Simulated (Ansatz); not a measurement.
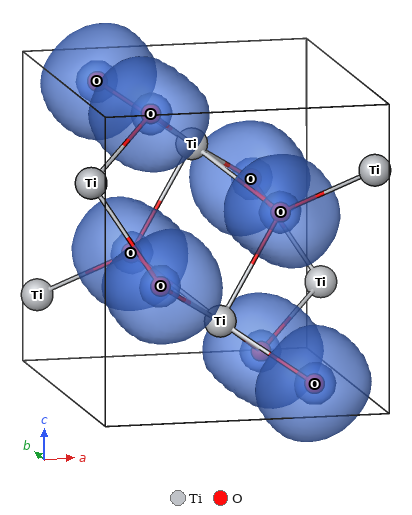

The picture shows: TiO2. Isosurface of the ELF at 0.65 (blue), seen at an oblique angle. Only the valence region is drawn (cores and ρ < 0.01 e/Å³ removed). Sticks mark near contacts.

Space group Pbcn; a structure from a database of computed crystals, not necessarily the ambient phase; computed pressure about 4 GPa in this cell; computed without spin polarisation.

These are results of DFT, PBE, plane-wave PAW, default files, scalar-relativistic (Ansatz), not measurements.

```
CELL_PARAMETERS angstrom
4.54535 0.00000 0.00000
0.00000 5.51962 0.00000
0.00000 0.00000 4.90920
ATOMIC_POSITIONS crystal
Ti 0.50000 0.67299 0.75000
Ti 0.00000 0.82701 0.25000
Ti 0.50000 0.32701 0.25000
Ti 0.00000 0.17299 0.75000
O 0.72855 0.61828 0.08135
O 0.22855 0.88172 0.91865
O 0.77145 0.88172 0.58135
O 0.27145 0.61828 0.41865
O 0.72855 0.38172 0.58135
O 0.22855 0.11828 0.41865
O 0.77145 0.11828 0.08135
O 0.27145 0.38172 0.91865
```

Describe the localisation domains.

At this value the surface marks out eight regions wrapped around O (the valence shell of each), counted in one cell of 12 atoms. Regions shared between cells count once.

Values along the shortest contacts:
Ti–O (1.88 Å): the ELF peaks at about 0.80 in the valence shell of O, 0.6 Å from its nucleus, and is about 0.25 at the midpoint; no shared electron pair shows on this line. Ti–O (1.95 Å): the ELF peaks at about 0.85 in the valence shell of O, 0.6 Å from its nucleus, and is about 0.20 at the midpoint: no localised pair shows between them.

Does the calculation make it a metal, or give it a gap?

It is gapped, with a Kohn–Sham gap of 2.6 eV on the k-point mesh (the band edges may lie off the mesh, which would make the gap smaller).
